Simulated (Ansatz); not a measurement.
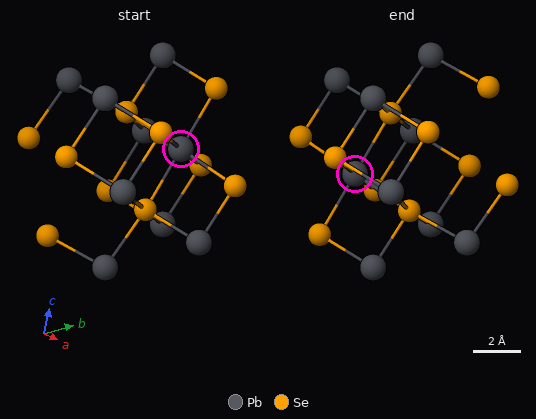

The two relaxed end points of a path for a defect cell of composition Pb$_{7}$Se$_{8}$ with a Pb vacancy (15 atoms in the cell). The picture is a ball-and-stick view of the atoms within 5.2 Å of the middle of the path, seen slightly off an axis. The moving atom is ringed, with any periodic copies. Bonds to atoms that aren't drawn are left out.

The calculation used DFT PBEsol, scalar-relativistic, plane waves, PAW in Ansatz 0.2.0.

The input:
```yaml
crystal:
  lattice:
    - [-6.1031549502, 0.0, 6.1031549502]
    - [-6.1031549502, -6.1031549502, 0.0]
    - [0.0, -6.1031549502, 6.1031549502]
  atoms:
    - { symbol: Pb, position: [0.5, 0.5, 0.0] }
    - { symbol: Pb, position: [0.5, 0.0, 0.5] }
    - { symbol: Pb, position: [0.5, 0.5, 0.5] }
    - { symbol: Pb, position: [0.0, 0.0, 0.0] }
    - { symbol: Pb, position: [0.0, 0.5, 0.0] }
    - { symbol: Pb, position: [0.0, 0.0, 0.5] }
    - { symbol: Pb, position: [0.0, 0.5, 0.5] }
    - { symbol: Se, position: [0.2390582305, 0.7390582305, 0.2609417695] }
    - { symbol: Se, position: [0.2390582305, 0.2609417695, 0.2609417695] }
    - { symbol: Se, position: [0.25, 0.75, 0.75] }
    - { symbol: Se, position: [0.2390582305, 0.2609417695, 0.7390582305] }
    - { symbol: Se, position: [0.7609417695, 0.7390582305, 0.2609417695] }
    - { symbol: Se, position: [0.75, 0.25, 0.25] }
    - { symbol: Se, position: [0.7609417695, 0.7390582305, 0.7390582305] }
    - { symbol: Se, position: [0.7609417695, 0.2609417695, 0.7390582305] }
basis:
  ecutwfc: 420
kpoints:
  mp_grid: { grid: [4, 4, 4] }
hamiltonian:
  xc: pbesol
scf:
  occupations: { method: gaussian, width: 0.1 }
output:
  forces: true
neb:
  images: 3
  f_tol: 0.05
  max_iterations: 60
  order_check: false
  final_atoms:
    - { symbol: Pb, position: [0.5, 0.0, 0.0] }
    - { symbol: Pb, position: [0.5, 0.0, 0.5] }
    - { symbol: Pb, position: [0.5, 0.5, 0.5] }
    - { symbol: Pb, position: [0.0, 0.0, 0.0] }
    - { symbol: Pb, position: [0.0, 0.5, 0.0] }
    - { symbol: Pb, position: [0.0, 0.0, 0.5] }
    - { symbol: Pb, position: [0.0, 0.5, 0.5] }
    - { symbol: Se, position: [0.239058216, 0.760941784, 0.260941784] }
    - { symbol: Se, position: [0.239058216, 0.239058216, 0.260941784] }
    - { symbol: Se, position: [0.239058216, 0.760941784, 0.739058216] }
    - { symbol: Se, position: [0.25, 0.25, 0.75] }
    - { symbol: Se, position: [0.75, 0.75, 0.25] }
    - { symbol: Se, position: [0.760941784, 0.239058216, 0.260941784] }
    - { symbol: Se, position: [0.760941784, 0.760941784, 0.739058216] }
    - { symbol: Se, position: [0.760941784, 0.239058216, 0.739058216] }
  climbing: immediate
```

Launched with:
```bash
ansatz run input.yaml --threads 4 --pin off --max-ram 9216MiB --backend cpu --events-out ev --progress --plain --runs-dir out
```

Q: What barrier does the band find between them, and by what path?

A: The barrier is about 1.09 eV in both directions, with image 2 at the top; the ends have the same energy. It is a vacancy jump: a nearby atom moves into the empty site and leaves its own site empty. A Pb atom travels furthest, 4.32 Å from end to end, along −b, on a straight line. At the highest image its nearest neighbour (Se) is 2.78 Å away, against 3.05 Å at the start, and the surrounding atoms stand up to 0.53 Å off the mean of their end positions. The band is converged.

Energies of the converged images:

```json
{"image": "0", "path (Å)": "0.00", "E (eV)": "0.000"}
{"image": "1", "path (Å)": "1.27", "E (eV)": "0.550"}
{"image": "2", "path (Å)": "2.53", "E (eV)": "1.087"}
{"image": "3", "path (Å)": "3.80", "E (eV)": "0.550"}
{"image": "4", "path (Å)": "5.06", "E (eV)": "0.000"}
```

The geometry at the top of the path:

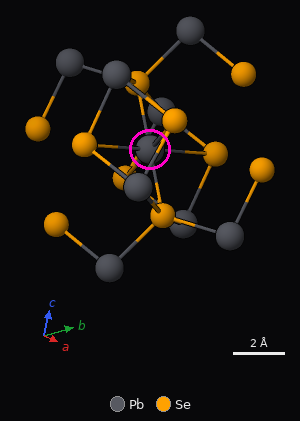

The run took 16 min on 4 threads of Intel(R) Xeon(R) 6975P-C (Granite Rapids), with other jobs on the host, peak memory 6.3 GiB.
